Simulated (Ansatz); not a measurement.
Input of the run:

```
crystal:
  lattice:
    - [0.0, 2.3918700258, 2.3918700258]
    - [2.3918700258, 0.0, 2.3918700258]
    - [2.3918700258, 2.3918700258, 0.0]
  atoms:
    - { symbol: B, position: [0.0, 0.0, 0.0] }
    - { symbol: As, position: [0.25, 0.25, 0.25] }
kpoints:
  mp_grid: { grid: [10, 10, 10] }
  band_path:
    path:
      - [[0.0, 0.0, 0.0], [-0.5, -0.5, 4.226374115485e-17], [-0.375, -0.375, 0.25]]
      - [[-0.375, -2.108214378708e-17, 0.375], [0.0, 0.0, 0.0], [-9.65135875997e-17, 9.504901782418e-18, 0.5], [-0.5, -0.25, 0.25], [-0.5, -0.5, 4.226374115485e-17]]
    npoints: 10
hamiltonian:
  xc: pbe
scf:
  occupations: { method: fermi_dirac, width: 0.02 }
  n_extra_bands: 4
output:
  forces: true
  stress: true
  eigenvalues: true
```

System: zincblende BAs, space group F-43m, 2 atoms in the primitive cell, relaxed with r2SCAN.

Computed with Ansatz 0.2.0: PBE, Ansatz PAW set, no spin polarisation, no spin-orbit coupling, 10×10×10 k mesh, 420 eV cutoff, Fermi-Dirac smearing of 0.02 eV.

What will the band structure look like? The path is Γ–X–U|K–Γ–L–W–X.

A semiconductor. The gap along this path is 1.19 eV and indirect, from the valence-band top at Γ to the conduction-band bottom between Γ and X; the smallest direct gap is 3.28 eV, at Γ. Three bands meet at the valence-band top at Γ: it is triply degenerate (spin aside). The direct gaps are 5.50 eV at X and 4.48 eV at L.

Spin-orbit coupling is left out, which matters for As. LDA, GGA and most meta-GGA functionals understate gaps.

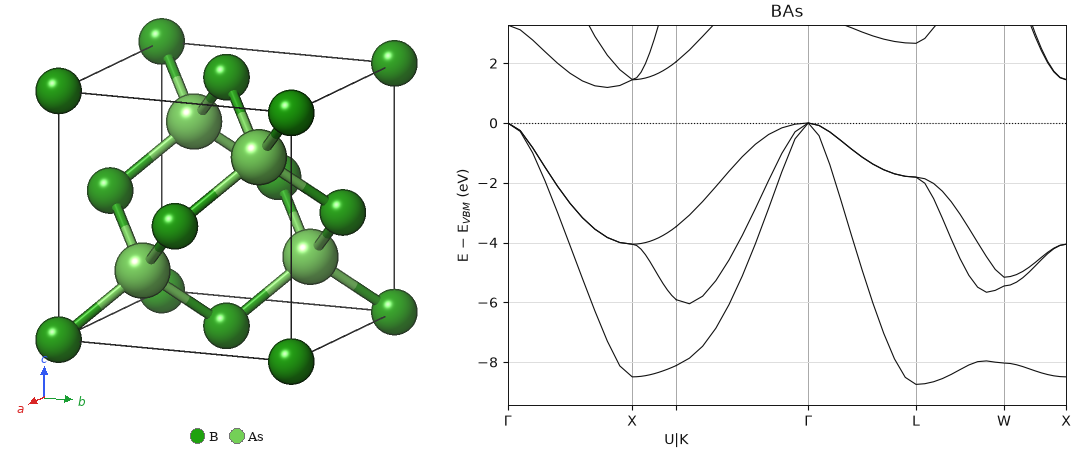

Band structure, beside the structure. Energies are counted from the top of the valence band.
